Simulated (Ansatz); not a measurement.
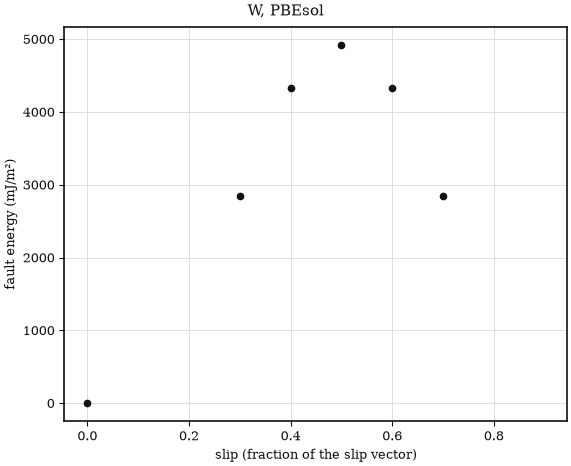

Plotted: fault energy against slip for W, space group Im-3m (No. 229).

The given structure:
```xyz
4
Lattice="-1.5973 1.5973 -1.5973 -1.5973 -1.5973 1.5973 0.0000 6.3892 6.3892" Properties=species:S:1:pos:R:3 pbc="T T T"
W     0.0000    5.5905    5.5905
W    -1.5973    0.7986    0.7986
W     0.0000    2.3960    2.3960
W    -1.5973    3.9932    3.9932
```

Calculation (Ansatz 0.2.0): rigid slide of a crystal across a plane by tilting cell vector c, one fault a cell, unrelaxed, by plane-wave density functional theory with PAW datasets, free energies less that of the undisturbed cell; scalar-relativistic. Level: PBEsol, no spin polarisation.

- wave cutoff: 420 eV
- k mesh: 18×18×5
- occupations: Gaussian
- smearing width: 0.15 eV
- k shift: (0, 0, 0) (mesh steps)
- start: as given
- height of the cut: 0 (fraction of cell vector c)
- slip vector: (1, 1) (multiples of cell vectors a and b)

The points at slip 0.6, 0.7, 0.8 and 0.9 follow from computed ones by symmetry.

The points at slip 0.1, 0.2, 0.8 and 0.9 are left out of the plot. What values does the calculation give there?

```json
{"slip (fraction of the slip vector)": "0.1", "fault energy (mJ/m²)": "320.4"}
{"slip (fraction of the slip vector)": "0.2", "fault energy (mJ/m²)": "1310.2"}
{"slip (fraction of the slip vector)": "0.8", "fault energy (mJ/m²)": "1310.2"}
{"slip (fraction of the slip vector)": "0.9", "fault energy (mJ/m²)": "320.4"}
```

Note: atoms far too close at some points of the scan; reference crystal is not relaxed.
